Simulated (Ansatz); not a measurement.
## Energy of Ag along an even scaling of the cell

System: Ag (2 atoms in the cell).
Method: Kohn-Sham DFT of a periodic cell, PBEsol, all-electron LAPW, scalar-relativistic, no spin polarisation (Ansatz 0.2.0).

The 7 runs differ only in the geometry, by an even scaling of the cell at fixed fractional positions. The structure derives from an entry of the Crystallography Open Database.

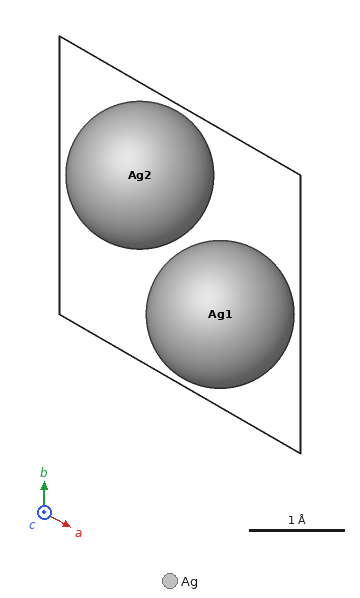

Figure 1. The structure of run 4 (spheres-only view of the cell of the calculation, along the c axis; atoms are numbered from 1 in the order of the input).

## Input of run 4
```yaml
crystal:
  lattice:
    - [2.93, 0.0, 0.0]
    - [-1.465, 2.5374544331, 0.0]
    - [0.0, 0.0, 4.79]
  atoms:
    - { symbol: Ag, position: [0.6666666667, 0.3333333333, 0.75] }
    - { symbol: Ag, position: [0.3333333333, 0.6666666667, 0.25] }
kpoints:
  mp_grid: { grid: [10, 10, 6] }
scf:
  occupations: { method: fermi_dirac, width: 0.05 }
hamiltonian:
  xc: pbesol
  pseudopotentials: { kind: all_electron, lapw: { basis_error: 0.0005 } }
output:
  forces: true
  stress: true
  eigenvalues: true
```

Command:
```bash
ansatz run input.yaml --threads 1 --pin off --max-ram 3072MiB --backend cpu --events-out ev --progress --plain --runs-dir out
```

Lattice vectors (Å) and fractional positions of run 4:
```
   2.930000    0.000000    0.000000
  -1.465000    2.537454    0.000000
   0.000000    0.000000    4.790000
Ag  0.666667  0.333333  0.750000
Ag  0.333333  0.666667  0.250000
```

Run 5 differs from it as follows:
```diff
-    - [2.93, 0.0, 0.0]
-    - [-1.465, 2.5374544331, 0.0]
-    - [0.0, 0.0, 4.79]
+    - [2.949404539, 0.0, 0.0]
+    - [-1.4747022695, 2.5542592568, 0.0]
+    - [0.0, 0.0, 4.8217227788]
```

## Results, with one run withheld

```csv
run,volume per atom (Å³),"free energy per atom, from the lowest run given (meV)",pressure (GPa)
1,16.738,0.00,−0.08
2,17.094,2.81,−2.39
3,17.450,10.41,−4.40
4,17.806,22.17,−6.14
5,18.162,?,?
6,18.518,55.97,−8.93
7,18.875,77.10,−10.05
```

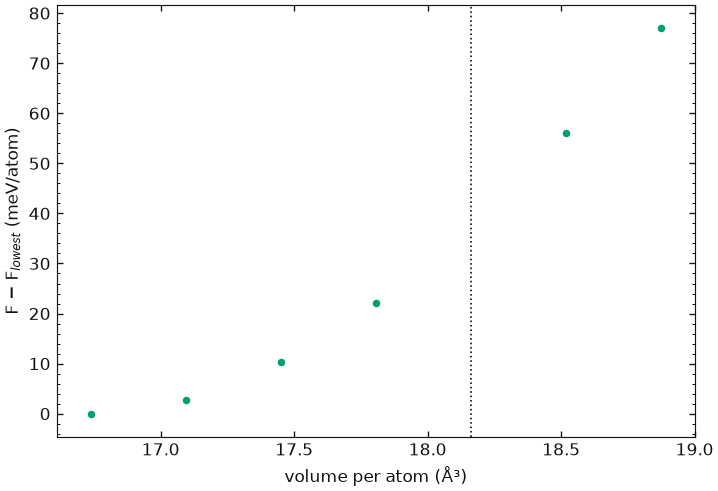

Figure 2. Free energy per atom of the runs given; the dotted line marks run 5.

What should run 5 give?

A cubic polynomial in V^(−2/3) (the Birch–Murnaghan form), fitted to the 6 runs given, misses them by at most 0.01 meV per atom. With x = V^(−2/3) − 0.14712 Å⁻², it reads F = 19.028 − 6485.8 x + 5.3262e+05 x² + 3.4526e+06 x³ (meV per atom). At run 5 it gives 37.53 meV per atom, and the run itself gives 37.52. The slope of the fit gives a pressure −dF/dV of −7.64 GPa there, and the run prints −7.64 GPa. The fit has no minimum inside this range.

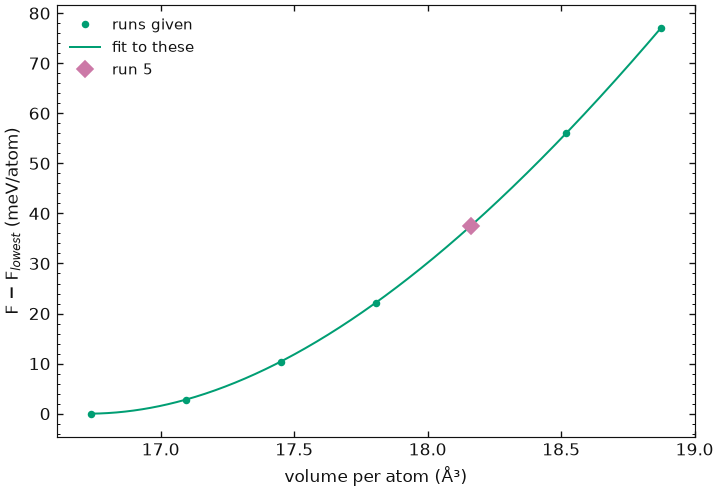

Figure 3. The fit and the withheld run.

## Output, shortened to warnings, some set-up lines, iterations and results (run 5)
```
Basis set: ecut = 246.34357246298205 eV, 313 PW (Γ), exchange–correlation at level 2
Symmetry: 24 space group operations
k-points: 56 of 600
Initial density: superposition of atomic densities (chi_scale 0.1, normalization cell)
[...]
SCF iter   1: F=—  HF=-289176.449213 eV  |F-HF|=—  |Δ(HF+E_count)|=         —  Δρ=1.92e-2  dr2=8.20e-2  ethr=2.13e-4  ⟨swp⟩=3.0  Hψ=8866  notcnv=0
SCF iter   2: F=—  HF=-289176.066610 eV  |F-HF|=—  |Δ(HF+E_count)|=   3.83e-1  Δρ=1.18e-3  dr2=4.96e-4  ethr=1.30e-6  ⟨swp⟩=2.2  Hψ=7225  notcnv=0
SCF iter   3: F=—  HF=-289175.927886 eV  |F-HF|=—  |Δ(HF+E_count)|=   1.39e-1  Δρ=3.09e-3  dr2=2.01e-3  ethr=1.30e-6  ⟨swp⟩=3.1  Hψ=4528  notcnv=0
SCF iter   4: F=—  HF=-289175.924367 eV  |F-HF|=—  |Δ(HF+E_count)|=   3.52e-3  Δρ=5.14e-4  dr2=5.27e-5  ethr=1.30e-6  ⟨swp⟩=2.3  Hψ=3779  notcnv=0
SCF iter   5: F=—  HF=-289175.924355 eV  |F-HF|=—  |Δ(HF+E_count)|=   1.22e-5  Δρ=2.27e-5  dr2=1.67e-7  ethr=1.39e-7  ⟨swp⟩=2.0  Hψ=3752  notcnv=0
SCF iter   6: F=-289175.924353 eV  HF=-289175.924353 eV  |F-HF|=5.59e-9  |Δ(HF+E_count)|=   1.88e-6  Δρ=3.41e-6  dr2=1.87e-9  ethr=4.39e-10  ⟨swp⟩=3.0  Hψ=4378  notcnv=0
SCF 1 converged in 6 iterations: F = -289175.924353 eV  dr2 = 1.87e-9
SCF converged after 6 iterations
Free energy (F): -289175.924353 eV
Harris-Foulkes:  -289175.924353 eV  (|F-HF|=5.59e-9)
Internal energy: -289175.918904 eV  (E = F + TS)
E sigma→0 (E₀):  -289175.921628 eV
Entropy (-TS):   -0.005449 eV (-2.725 meV/atom)
Fermi energy:    17.098239 eV
--- Per-component energies (eV) ---
  E_band       = -467.658867
  E_kinetic    = 302323.397680
  E_xc         = -7993.557791
  E_electrostatic = -583505.758793  (all electrons and nuclei)
  E_smearing   = -0.005449  (= −TS)
  E_closure    = 0.000000  (closes the sum)
  E_atoms      = -289169.418940  (free atoms, spherical and without spin; not in F)
  Σ components = -289175.924353   (vs F -289175.924353, Δ=0.00e0)
  Basis errors (estimates in eV, not in F): energy 8.9e-5 per atom: plane waves 8.7e-5 (6.4e-5 summed), levels above the bands 2.1e-55, relativity 8.8e-9, radial functions 2.2e-6, core shells 2.7e-7; eigenvalues (radial functions only) 2.5e-6; not estimated: angular momenta, meshes, grids; target …
--- Forces (eV/Å), atoms counted from 1 ---
  atom   1  Ag    -0.00000000    -0.00000000    -0.00000000
  atom   2  Ag     0.00000000     0.00000000     0.00000000
  max |Σ_I F_I| component: 2.31e-18 eV/Å
--- Stress (GPa, compression-positive) ---
       -7.435564      -0.000000       0.000000
       -0.000000      -7.435564      -0.000000
        0.000000      -0.000000      -8.041096
  P = ⅓ Tr σ = -7.6374 GPa (-76.374 kbar)
```
